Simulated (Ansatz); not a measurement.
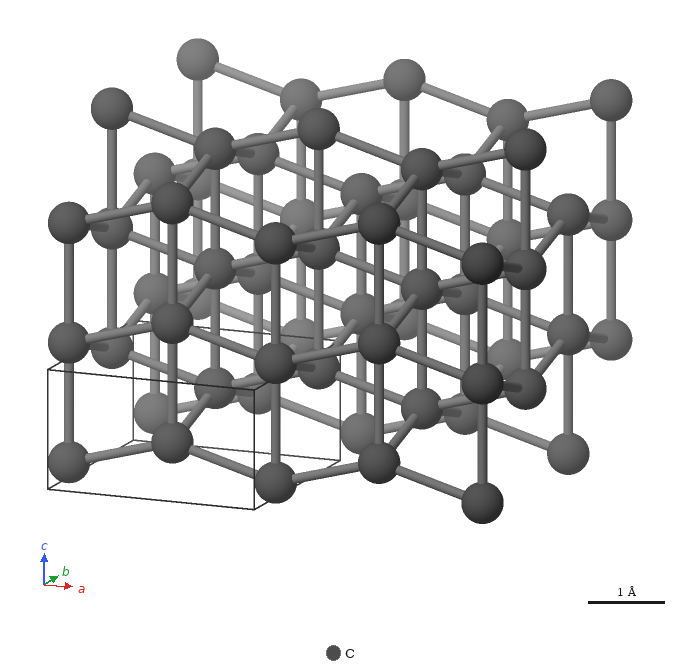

Fig. 1: The structure as given in the input (ball-and-stick view of the cell 2 times as large as that of the calculation, set on its symmetry axes, repeated 2 × 2 × 3, seen slightly off an axis). Near neighbours in the crystal (not all of them lie inside the picture): C has 6 C at 1.54 to 1.64 Å.

C: geometry relaxation (part 1 of 2)

C (I4₁/amd, 2 atoms in the cell), computed with DFT, PBE, PAW with Ansatz's default frozen-core files, scalar-relativistic, no spin polarisation (Ansatz 0.2.0).

The structure was built on a prototype by a generator; it need not be a known phase. Its volume is 0.49 times that of the source entry. It belongs to a series of runs on one base structure; here: beta_tin relaxed under pressure, PAW files.

The input
```yaml
crystal:
  lattice:
    - [-1.4870212944, 1.4870212944, 0.8178617119]
    - [1.4870212944, -1.4870212944, 0.8178617119]
    - [1.4870212944, 1.4870212944, -0.8178617119]
  atoms:
    - { symbol: C, position: [-0.375, -0.125, -0.25] }
    - { symbol: C, position: [0.375, 0.125, 0.25] }
kpoints:
  mp_grid: { grid: [27, 27, 27] }
scf:
  occupations: { method: fermi_dirac, width: 0.05 }
hamiltonian:
  xc: pbe
  pseudopotentials: { kind: paw }
output:
  forces: true
  stress: true
  eigenvalues: true
  write_density: true
  write_potential: true
  elf: true
  volumetric_format: npy
relax:
  f_tol: 0.005
  max_steps: 40
  cell: { p_target: 380.0, stress_tol: 0.19 }
```

Run as:
```bash
ansatz run input.yaml --threads 1 --pin off --max-ram 3584MiB --backend cpu --events-out ev --progress --plain --runs-dir out
```

Log
```
Engine: ansatz 0.2.0, x86_64-unknown-linux-gnu
Pseudopotentials: kind: paw
Pseudopotential: C, paw, valence charge 4, recommended cutoff 420 eV (normal), C.paw.azcp
Functional definition: PBE
  parameter kappa = 0.804
  parameter beta = 0.06672455060314922
  exchange = pbe_x(kappa = kappa, mu = beta*pi^2/3)
  correlation = pbe_c(beta = beta)
Crystal: 2 atoms, lattice volume = 7.234 Å³
Basis set: ecut = 420 eV, 143 PW (Γ), exchange–correlation on 32×32×32 points (8 copies of the dense FFT grid, shifted against one another)
Bands: 8, of which v1, the nominal top of the filled ones, is band 4 counted from 1 (3 counted from 0)
Symmetry: 16 space group operations
Space group: I41/amd (ITA 141), of the structure as read, at distance tolerance 1.9e-5 Å
k-points: 1470 of 19683
Non-local potential: C, projectors of the file, l = 0: 2, l = 1: 2, l = 2: 1
PAW form: soft (Blöchl's): semilocal exchange-correlation on the pseudo side does not see the compensation charge
PAW one-centre angular grid: C, 110 points (default); XC on 64 Gauss nodes
Initial density: superposition of atomic densities (neutral atoms: chi_scale 0, normalization atom), corrected by the library's trained network
Initial wavefunctions: pseudopotential atomic-orbital guess
Functional: x = pbe(κ = 0.804, μ = 0.2195149727645171), c = pbe(β = 0.06672455060314922)
SCF iter   1: F=—  HF=-493.286051 eV  |F-HF|=—  |Δ(HF+E_count)|=         —  Δρ=1.89e-2  dr2=9.70e-3  ethr=1.77e-3  ⟨swp⟩=4.4  Hψ=75027  notcnv=0
preconditioner: auto → none  [metal: Δε(μ)=0.021 eV  Ē_g=22.538 eV  σ=0.050 eV  W_gap=0.10  n_scr=0 (ndim 8)  ℏωp=39.0 eV  f_vac=0.000  D(μ)=0.29/eV (n_scr^D=0)]
SCF iter   2: F=—  HF=-493.284058 eV  |F-HF|=—  |Δ(HF+E_count)|=   1.99e-3  Δρ=8.49e-3  dr2=1.86e-3  ethr=1.21e-4  ⟨swp⟩=1.0  Hψ=23557  notcnv=0
SCF iter   3: F=—  HF=-493.283742 eV  |F-HF|=—  |Δ(HF+E_count)|=   3.16e-4  Δρ=3.61e-4  dr2=1.80e-6  ethr=2.33e-5  ⟨swp⟩=1.5  Hψ=13858  notcnv=0
SCF iter   4: F=—  HF=-493.283737 eV  |F-HF|=—  |Δ(HF+E_count)|=   5.54e-6  Δρ=2.89e-5  dr2=1.67e-8  ethr=2.25e-8  ⟨swp⟩=2.1  Hψ=17033  notcnv=0  defer=2
iter 5 did not close the SCF: its close was put off for the readings that it lacked (scf_convergence_deferred on its scf_iter line)
SCF iter   5: F=-493.283737 eV  HF=-493.283737 eV  |F-HF|=1.55e-11  |Δ(HF+E_count)|=   6.55e-9  Δρ=1.54e-6  dr2=2.80e-11  ethr=2.09e-10  ⟨swp⟩=2.0  Hψ=16768  notcnv=0  defer=3
SCF iter   6: F=-493.283737 eV  HF=-493.283737 eV  |F-HF|=7.39e-13  |Δ(HF+E_count)|=  1.85e-11  Δρ=1.67e-7  dr2=3.20e-13  ethr=1.00e-12  ⟨swp⟩=3.9  Hψ=48407  notcnv=0
SCF 1 converged in 6 iterations: F = -493.283737 eV  dr2 = 3.20e-13
  greatest PAW one-centre occupation: 0.703 electrons in one spin orbital (limit 2), on the C atom at site 1 (counted from 0), in its partial waves of l = 0
relax step   1: F+E_penalty+E_count = -493.28373655 eV  Δ(F+E_penalty+E_count) = +0.000e0 eV  max|allowed force component| = 1.388e-17 eV/Å  Δτ_max = 0.0000 Å  P = +329.662 GPa  Ω = 7.234 Å³  (6 SCF iters, accepted)
Crystal: 2 atoms, lattice volume = 7.060 Å³
Initial density: handed on by an earlier stage of this run
Initial wavefunctions: those handed on with the density
iter 1 solved again at ethr=3.65e-5 eV; its pass at ethr=3.10e-3 eV (dr2=2.92e-3 eV) is discarded
SCF iter   1: F=—  HF=-492.959113 eV  |F-HF|=—  |Δ(HF+E_count)|=         —  Δρ=9.78e-3  dr2=2.96e-3  ethr=3.65e-5  ⟨swp⟩=1.0  Hψ=93605  notcnv=0
preconditioner: auto → none  [metal: Δε(μ)=0.003 eV  Ē_g=22.987 eV  σ=0.050 eV  W_gap=0.01  n_scr=0 (ndim 8)  ℏωp=39.5 eV  f_vac=0.000  D(μ)=0.31/eV (n_scr^D=0)]
SCF iter   2: F=—  HF=-492.958406 eV  |F-HF|=—  |Δ(HF+E_count)|=   7.07e-4  Δρ=4.20e-3  dr2=5.38e-4  ethr=3.65e-5  ⟨swp⟩=1.0  Hψ=11760  notcnv=0
SCF iter   3: F=—  HF=-492.958276 eV  |F-HF|=—  |Δ(HF+E_count)|=   1.30e-4  Δρ=1.85e-4  dr2=7.80e-7  ethr=6.72e-6  ⟨swp⟩=1.5  Hψ=14359  notcnv=0
SCF iter   4: F=—  HF=-492.958268 eV  |F-HF|=—  |Δ(HF+E_count)|=   7.63e-6  Δρ=1.47e-5  dr2=6.27e-9  ethr=9.74e-9  ⟨swp⟩=1.9  Hψ=15539  notcnv=0
iter 5 did not close the SCF: its close was put off for the readings that it lacked (scf_convergence_deferred on its scf_iter line)
SCF iter   5: F=-492.958268 eV  HF=-492.958268 eV  |F-HF|=6.48e-12  |Δ(HF+E_count)|=   2.06e-9  Δρ=1.08e-6  dr2=1.84e-11  ethr=7.84e-11  ⟨swp⟩=2.3  Hψ=17450  notcnv=0
SCF iter   6: F=-492.958268 eV  HF=-492.958268 eV  |F-HF|=2.27e-13  |Δ(HF+E_count)|=  1.02e-11  Δρ=3.84e-8  dr2=2.02e-14  ethr=1.00e-12  ⟨swp⟩=3.7  Hψ=43431  notcnv=0
SCF 2 converged in 6 iterations: F = -492.958268 eV  dr2 = 2.02e-14
  greatest PAW one-centre occupation: 0.711 electrons in one spin orbital (limit 2), on the C atom at site 1 (counted from 0), in its partial waves of l = 0
relax step   2: F+E_penalty+E_count = -492.95826813 eV  Δ(F+E_penalty+E_count) = +3.255e-1 eV  max|allowed force component| = 0.000e0 eV/Å  Δτ_max = 0.0000 Å  P = +368.215 GPa  Ω = 7.060 Å³  energy of the carried Pulay correction = +1.438e-3 eV  (6 SCF iters, dr2 threshold 2.00e-7 eV, accepted)
[... from here on the SCF iterations and repeated set-up lines of each step are left out, up to the last step ...]
SCF 3 converged in 6 iterations: F = -492.681957 eV  dr2 = 3.03e-13
relax step   3: F+E_penalty+E_count = -492.68195664 eV  Δ(F+E_penalty+E_count) = +2.763e-1 eV  max|allowed force component| = 1.388e-17 eV/Å  Δτ_max = 0.0000 Å  P = +411.347 GPa  Ω = 6.908 Å³  energy of the carried Pulay correction = +2.255e-3 eV  (6 SCF iters, dr2 threshold 2.00e-7 eV, accepted)
SCF 4 converged in 6 iterations: F = -492.871952 eV  dr2 = 1.02e-14
relax step   4: F+E_penalty+E_count = -492.87195241 eV  Δ(F+E_penalty+E_count) = -1.900e-1 eV  max|allowed force component| = 0.000e0 eV/Å  Δτ_max = 0.0000 Å  P = +401.258 GPa  Ω = 6.974 Å³  energy of the carried Pulay correction = +1.186e-3 eV  (6 SCF iters, dr2 threshold 2.00e-7 eV, accepted)
SCF 5 converged in 6 iterations: F = -493.196699 eV  dr2 = 1.71e-13
relax step   5: F+E_penalty+E_count = -493.19669868 eV  Δ(F+E_penalty+E_count) = -3.247e-1 eV  max|allowed force component| = 0.000e0 eV/Å  Δτ_max = 0.0000 Å  P = +383.272 GPa  Ω = 7.092 Å³  energy of the carried Pulay correction = -6.551e-4 eV  (6 SCF iters, dr2 threshold 2.00e-7 eV, accepted)
SCF 6 converged in 5 iterations: F = -493.384985 eV  dr2 = 3.82e-11
relax step   6: F+E_penalty+E_count = -493.38498503 eV  Δ(F+E_penalty+E_count) = -1.883e-1 eV  max|allowed force component| = 4.857e-17 eV/Å  Δτ_max = 0.0000 Å  P = +383.839 GPa  Ω = 7.144 Å³  energy of the carried Pulay correction = -2.051e-3 eV  (5 SCF iters, dr2 threshold 2.00e-7 eV, accepted)
SCF 7 converged in 5 iterations: F = -493.559340 eV  dr2 = 2.14e-11
relax step   7: F+E_penalty+E_count = -493.55933959 eV  Δ(F+E_penalty+E_count) = -1.744e-1 eV  max|allowed force component| = 0.000e0 eV/Å  Δτ_max = 0.0000 Å  P = +389.702 GPa  Ω = 7.168 Å³  energy of the carried Pulay correction = -3.207e-3 eV  (5 SCF iters, dr2 threshold 2.00e-7 eV, accepted)
SCF 8 converged in 5 iterations: F = -493.761214 eV  dr2 = 1.69e-11
relax step   8: F+E_penalty+E_count = -493.76121380 eV  Δ(F+E_penalty+E_count) = -2.019e-1 eV  max|allowed force component| = 3.123e-17 eV/Å  Δτ_max = 0.0000 Å  P = +397.845 GPa  Ω = 7.173 Å³  energy of the carried Pulay correction = -4.198e-3 eV  (5 SCF iters, dr2 threshold 2.00e-7 eV, accepted)
SCF 9 converged in 5 iterations: F = -493.999183 eV  dr2 = 2.72e-11
relax step   9: F+E_penalty+E_count = -493.99918284 eV  Δ(F+E_penalty+E_count) = -2.380e-1 eV  max|allowed force component| = 6.939e-18 eV/Å  Δτ_max = 0.0000 Å  P = +406.194 GPa  Ω = 7.163 Å³  energy of the carried Pulay correction = -5.073e-3 eV  (5 SCF iters, dr2 threshold 2.00e-7 eV, accepted)
SCF 10 converged in 5 iterations: F = -494.248391 eV  dr2 = 6.04e-11
relax step  10: F+E_penalty+E_count = -494.24839058 eV  Δ(F+E_penalty+E_count) = -2.492e-1 eV  max|allowed force component| = 2.082e-17 eV/Å  Δτ_max = 0.0000 Å  P = +413.990 GPa  Ω = 7.143 Å³  energy of the carried Pulay correction = -5.869e-3 eV  (5 SCF iters, dr2 threshold 2.00e-7 eV, accepted)
SCF 11 converged in 5 iterations: F = -494.488742 eV  dr2 = 1.45e-10
relax step  11: F+E_penalty+E_count = -494.48874183 eV  Δ(F+E_penalty+E_count) = -2.404e-1 eV  max|allowed force component| = 6.939e-18 eV/Å  Δτ_max = 0.0000 Å  P = +420.966 GPa  Ω = 7.116 Å³  energy of the carried Pulay correction = -6.625e-3 eV  (5 SCF iters, dr2 threshold 2.00e-7 eV, accepted)
SCF 12 converged in 5 iterations: F = -494.806611 eV  dr2 = 2.18e-10
relax step  12: F+E_penalty+E_count = -494.80661050 eV  Δ(F+E_penalty+E_count) = -3.179e-1 eV  max|allowed force component| = 2.776e-17 eV/Å  Δτ_max = 0.0000 Å  P = +416.017 GPa  Ω = 7.132 Å³  energy of the carried Pulay correction = -7.802e-3 eV  (5 SCF iters, dr2 threshold 2.00e-7 eV, accepted)
SCF 13 converged in 5 iterations: F = -495.061562 eV  dr2 = 2.38e-10
relax step  13: F+E_penalty+E_count = -495.06156242 eV  Δ(F+E_penalty+E_count) = -2.550e-1 eV  max|allowed force component| = 0.000e0 eV/Å  Δτ_max = 0.0000 Å  P = +412.954 GPa  Ω = 7.134 Å³  energy of the carried Pulay correction = -8.885e-3 eV  (5 SCF iters, dr2 threshold 2.00e-7 eV, accepted)
SCF 14 converged in 5 iterations: F = -495.276543 eV  dr2 = 1.64e-10
relax step  14: F+E_penalty+E_count = -495.27654253 eV  Δ(F+E_penalty+E_count) = -2.150e-1 eV  max|allowed force component| = 1.735e-18 eV/Å  Δτ_max = 0.0000 Å  P = +408.198 GPa  Ω = 7.139 Å³  energy of the carried Pulay correction = -1.002e-2 eV  (5 SCF iters, dr2 threshold 2.00e-7 eV, accepted)
SCF 15 converged in 5 iterations: F = -495.463989 eV  dr2 = 1.01e-10
relax step  15: F+E_penalty+E_count = -495.46398861 eV  Δ(F+E_penalty+E_count) = -1.874e-1 eV  max|allowed force component| = 5.551e-17 eV/Å  Δτ_max = 0.0000 Å  P = +400.168 GPa  Ω = 7.155 Å³  energy of the carried Pulay correction = -1.127e-2 eV  (5 SCF iters, dr2 threshold 2.00e-7 eV, accepted)
SCF 16 converged in 5 iterations: F = -495.607875 eV  dr2 = 6.15e-11
relax step  16: F+E_penalty+E_count = -495.60787460 eV  Δ(F+E_penalty+E_count) = -1.439e-1 eV  max|allowed force component| = 2.776e-17 eV/Å  Δτ_max = 0.0000 Å  P = +390.319 GPa  Ω = 7.175 Å³  energy of the carried Pulay correction = -1.259e-2 eV  (5 SCF iters, dr2 threshold 2.00e-7 eV, accepted)
SCF 17 converged in 5 iterations: F = -495.687298 eV  dr2 = 4.47e-11
relax step  17: F+E_penalty+E_count = -495.68729842 eV  Δ(F+E_penalty+E_count) = -7.942e-2 eV  max|allowed force component| = 2.776e-17 eV/Å  Δτ_max = 0.0000 Å  P = +380.416 GPa  Ω = 7.195 Å³  energy of the carried Pulay correction = -1.392e-2 eV  (5 SCF iters, dr2 threshold 2.00e-7 eV, accepted)
SCF 18 converged in 3 iterations: F = -495.689497 eV  dr2 = 2.84e-10
relax step  18: F+E_penalty+E_count = -495.68949667 eV  Δ(F+E_penalty+E_count) = -2.198e-3 eV  max|allowed force component| = 1.041e-17 eV/Å  Δτ_max = 0.0000 Å  P = +380.021 GPa  Ω = 7.196 Å³  energy of the carried Pulay correction = -1.397e-2 eV  (3 SCF iters, dr2 threshold 2.00e-7 eV, accepted)
SCF 19 converged in 6 iterations: F = -497.051182 eV  dr2 = 2.25e-11
relax step  19: F+E_penalty+E_count = -497.05118177 eV  Δ(F+E_penalty+E_count) = -1.362e0 eV  max|allowed force component| = 6.939e-18 eV/Å  Δτ_max = 0.0000 Å  P = +446.980 GPa  Ω = 7.196 Å³  stress off target by 1.81e2 GPa  SCF on the basis re-selected at this cell (its energy is not comparable with the rows above)  (6 SCF iters)
SCF 20 converged in 4 iterations: F = -497.416554 eV  dr2 = 2.28e-9
relax step  20: F+E_penalty+E_count = -497.41655428 eV  Δ(F+E_penalty+E_count) = -3.654e-1 eV  max|allowed force component| = 3.469e-18 eV/Å  Δτ_max = 0.0000 Å  P = +431.900 GPa  Ω = 7.264 Å³  energy of the carried Pulay correction = -6.691e-4 eV  (4 SCF iters, dr2 threshold 2.00e-7 eV, accepted)
SCF 21 converged in 4 iterations: F = -497.758522 eV  dr2 = 1.66e-8
relax step  21: F+E_penalty+E_count = -497.75852170 eV  Δ(F+E_penalty+E_count) = -3.420e-1 eV  max|allowed force component| = 2.429e-17 eV/Å  Δτ_max = 0.0000 Å  P = +413.418 GPa  Ω = 7.347 Å³  energy of the carried Pulay correction = -1.435e-3 eV  (4 SCF iters, dr2 threshold 2.00e-7 eV, accepted)
SCF 22 converged in 4 iterations: F = -498.025247 eV  dr2 = 2.13e-8
relax step  22: F+E_penalty+E_count = -498.02524666 eV  Δ(F+E_penalty+E_count) = -2.667e-1 eV  max|allowed force component| = 0.000e0 eV/Å  Δτ_max = 0.0000 Å  P = +396.582 GPa  Ω = 7.424 Å³  energy of the carried Pulay correction = -2.147e-3 eV  (4 SCF iters, dr2 threshold 2.00e-7 eV, accepted)
SCF 23 converged in 4 iterations: F = -498.249529 eV  dr2 = 5.34e-8
relax step  23: F+E_penalty+E_count = -498.24952882 eV  Δ(F+E_penalty+E_count) = -2.243e-1 eV  max|allowed force component| = 1.388e-17 eV/Å  Δτ_max = 0.0000 Å  P = +378.289 GPa  Ω = 7.507 Å³  energy of the carried Pulay correction = -2.897e-3 eV  (4 SCF iters, dr2 threshold 2.00e-7 eV, accepted)
SCF 24 converged in 3 iterations: F = -498.208042 eV  dr2 = 4.16e-8
relax step  24: F+E_penalty+E_count = -498.20804232 eV  Δ(F+E_penalty+E_count) = +4.149e-2 eV  max|allowed force component| = 0.000e0 eV/Å  Δτ_max = 0.0000 Å  P = +381.991 GPa  Ω = 7.489 Å³  energy of the carried Pulay correction = -2.776e-3 eV  (3 SCF iters, dr2 threshold 2.00e-7 eV, rejected (line search))
SCF 25 converged in 5 iterations: F = -498.230575 eV  dr2 = 1.25e-11
relax step  25: F+E_penalty+E_count = -498.23057485 eV  Δ(F+E_penalty+E_count) = +1.895e-2 eV  max|allowed force component| = 2.776e-17 eV/Å  Δτ_max = 0.0000 Å  P = +379.982 GPa  Ω = 7.499 Å³  energy of the carried Pulay correction = -2.842e-3 eV  (5 SCF iters, accepted)
SCF 26 converged in 5 iterations: F = -498.245097 eV  dr2 = 4.17e-13
relax step  26: F+E_penalty+E_count = -498.24509676 eV  Δ(F+E_penalty+E_count) = -1.452e-2 eV  max|allowed force component| = 2.082e-17 eV/Å  Δτ_max = 0.0000 Å  P = +381.791 GPa  Ω = 7.499 Å³  stress off target by 5.61e0 GPa  SCF on the basis re-selected at this cell (its energy is not comparable with the rows above)  (5 SCF iters)
SCF 27 converged in 3 iterations: F = -498.264533 eV  dr2 = 2.30e-8
relax step  27: F+E_penalty+E_count = -498.26453303 eV  Δ(F+E_penalty+E_count) = -1.944e-2 eV  max|allowed force component| = 2.776e-17 eV/Å  Δτ_max = 0.0000 Å  P = +380.107 GPa  Ω = 7.507 Å³  energy of the carried Pulay correction = -5.588e-5 eV  (3 SCF iters, dr2 threshold 2.00e-7 eV, accepted)
SCF 28 converged in 2 iterations: F = -498.265734 eV  dr2 = 2.11e-8
relax step  28: F+E_penalty+E_count = -498.26573445 eV  Δ(F+E_penalty+E_count) = -1.201e-3 eV  max|allowed force component| = 6.939e-18 eV/Å  Δτ_max = 0.0000 Å  P = +380.001 GPa  Ω = 7.507 Å³  energy of the carried Pulay correction = -5.940e-5 eV  (2 SCF iters, dr2 threshold 1.15e-7 eV, accepted)
iter 1 solved again at ethr=2.46e-8 eV; its pass at ethr=3.10e-3 eV (dr2=1.97e-6 eV) is discarded
SCF iter   1: F=—  HF=-498.265800 eV  |F-HF|=—  |Δ(HF+E_count)|=         —  Δρ=4.07e-5  dr2=2.65e-8  ethr=2.46e-8  ⟨swp⟩=3.3  Hψ=113592  notcnv=0
SCF iter   2: F=—  HF=-498.265802 eV  |F-HF|=—  |Δ(HF+E_count)|=   2.16e-6  Δρ=2.04e-5  dr2=5.90e-9  ethr=3.31e-10  ⟨swp⟩=1.3  Hψ=12640  notcnv=0
SCF iter   3: F=-498.265802 eV  HF=-498.265802 eV  |F-HF|=3.04e-11  |Δ(HF+E_count)|=   7.72e-9  Δρ=1.08e-6  dr2=1.36e-11  ethr=3.61e-12  ⟨swp⟩=4.5  Hψ=60266  notcnv=0
SCF 29 converged in 3 iterations: F = -498.265802 eV  dr2 = 1.36e-11
relax step  29: F+E_penalty+E_count = -498.26580170 eV  Δ(F+E_penalty+E_count) = -6.726e-5 eV  max|allowed force component| = 0.000e0 eV/Å  Δτ_max = 0.0000 Å  P = +380.001 GPa  Ω = 7.507 Å³  stress off target by 4.97e-2 GPa  SCF on the basis re-selected at this cell (its energy is not comparable with the rows above)  (3 SCF iters)
```

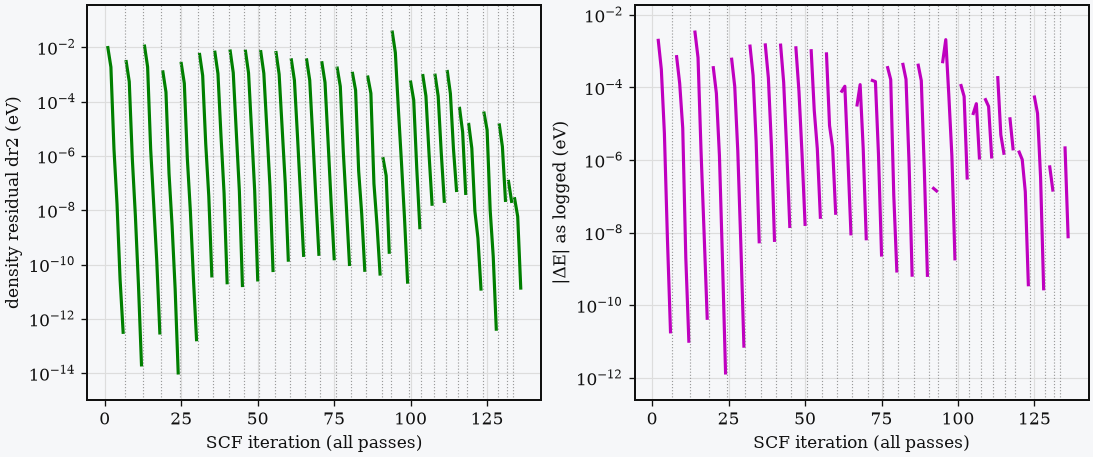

Fig. 2: Convergence of the self-consistent field: density residual dr2 and size of the energy change against the SCF iteration. The dotted lines part the SCF passes of the relaxation: geometry steps, rejected trials and re-solves on a re-selected basis. The 29 passes take 2 to 6 iterations each, 136 in all.

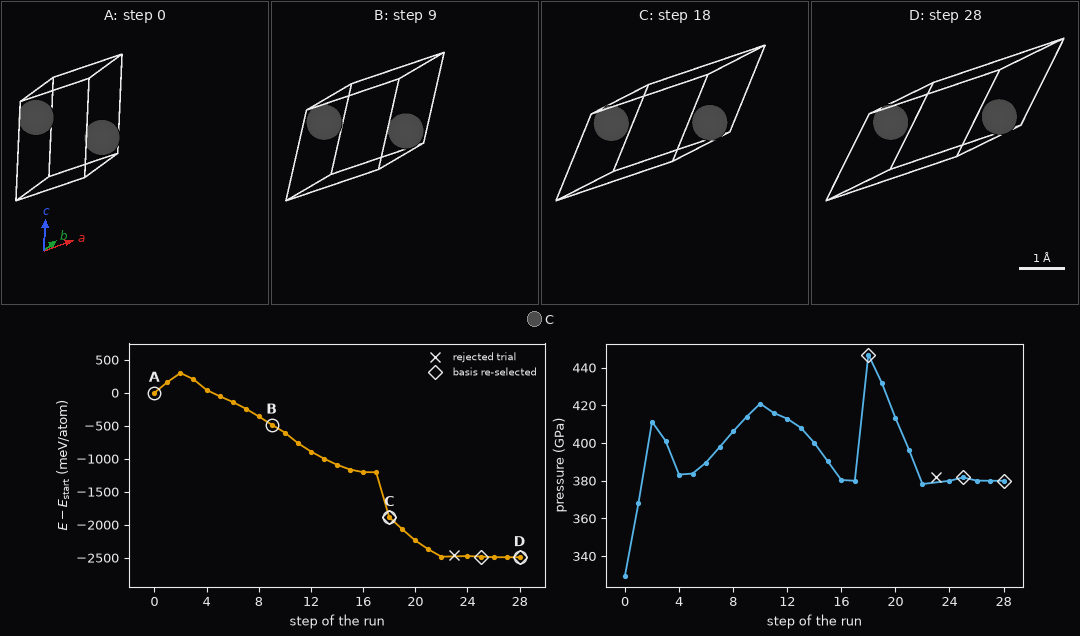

Fig. 3: Frames of the relaxation (ball-and-stick view of the reduced cell, seen slightly off an axis) above the curves, on which the letters mark them (the first geometry is step 0 here and step 1 in the log).
